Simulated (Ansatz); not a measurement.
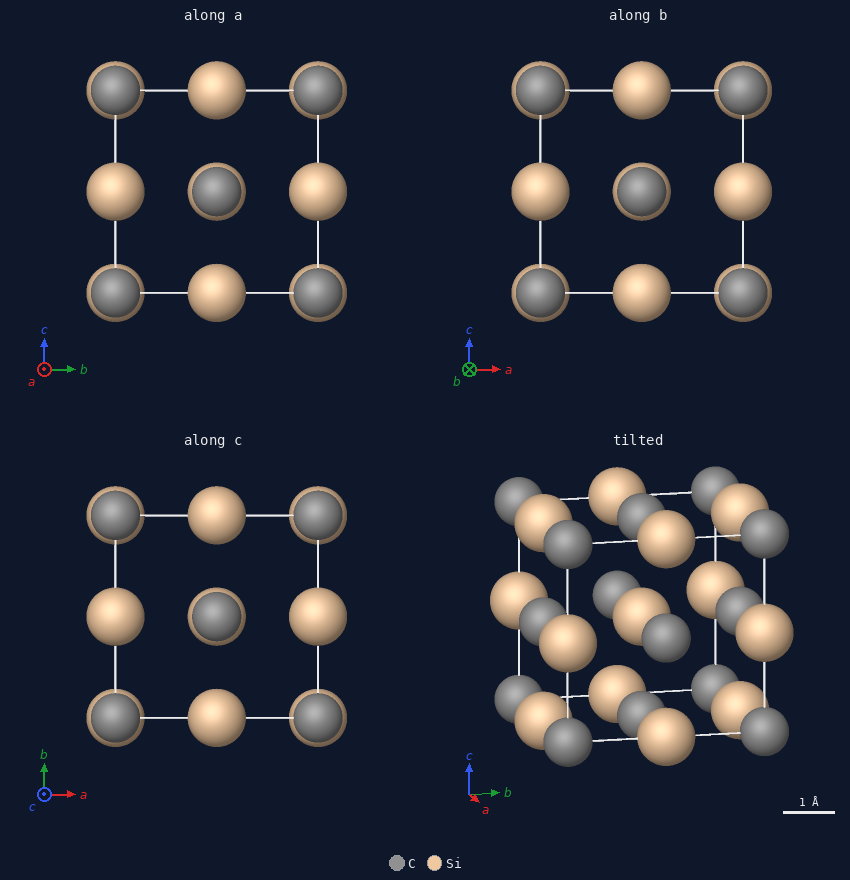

Crystal structure, spheres-only style, seen along the a axis, along the b axis, along the c axis and slightly off an axis. The wireframe shows the conventional unit cell.

Lattice parameters: a = 4.0342 Å, b = 4.0342 Å, c = 4.0342 Å, α = 90.000°, β = 90.000°, γ = 90.000°.

> Convert the drawing into a CIF with its space group and independent sites.

```cif
data_structure
_symmetry_space_group_name_H-M 'F m -3 m'
_symmetry_Int_Tables_number 225
_cell_length_a 4.0342
_cell_length_b 4.0342
_cell_length_c 4.0342
_cell_angle_alpha 90.000
_cell_angle_beta 90.000
_cell_angle_gamma 90.000
_cell_volume 65.66
loop_
_atom_site_label
_atom_site_type_symbol
_atom_site_symmetry_multiplicity
_atom_site_Wyckoff_symbol
_atom_site_fract_x
_atom_site_fract_y
_atom_site_fract_z
_atom_site_occupancy
C1 C 4 a 0.0000 0.0000 0.0000 1
Si1 Si 4 b 0.5000 0.0000 0.0000 1
```

Source of the structure: a structure type filled with these elements by a generator (whether the compound takes this form wasn't checked). Earlier steps of the study may have refined or changed the cell and positions. A calculation with Ansatz used it as input.
